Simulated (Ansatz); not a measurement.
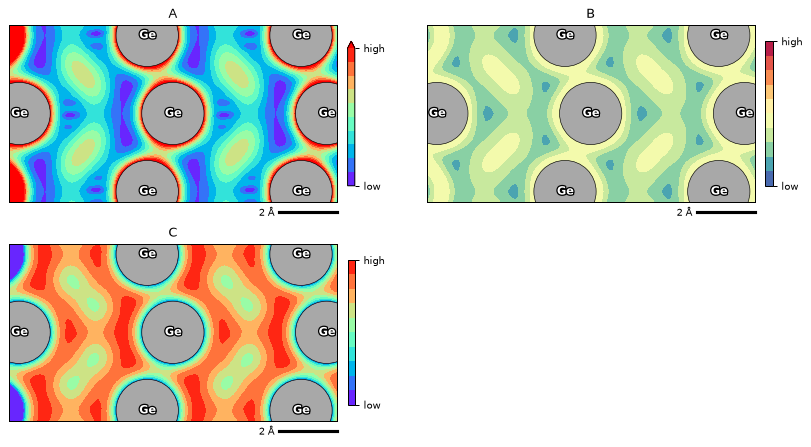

Ge: 3 fields on the (101) plane of the conventional cell, with unlabelled colour scales. Grey discs cover the atomic cores.

Space group Cmcm; a structure from a database of computed crystals, not necessarily the ambient phase; computed pressure about 2 GPa in this cell.

All numbers below come from DFT r2SCAN, scalar-relativistic, plane waves, PAW in Ansatz 0.2.0.

Which field does each panel show? The fields are: electron localisation function, electrostatic potential energy of an electron and valence pseudo-density.

Panel A: valence pseudo-density. Panel B: electron localisation function. Panel C: electrostatic potential energy of an electron (low next to the atoms, rising into the space between them). From the grid: Ge–Ge (2.85 Å): ρ at the midpoint is about 0.24 e/Å³; the ELF is about 0.45 at the midpoint.
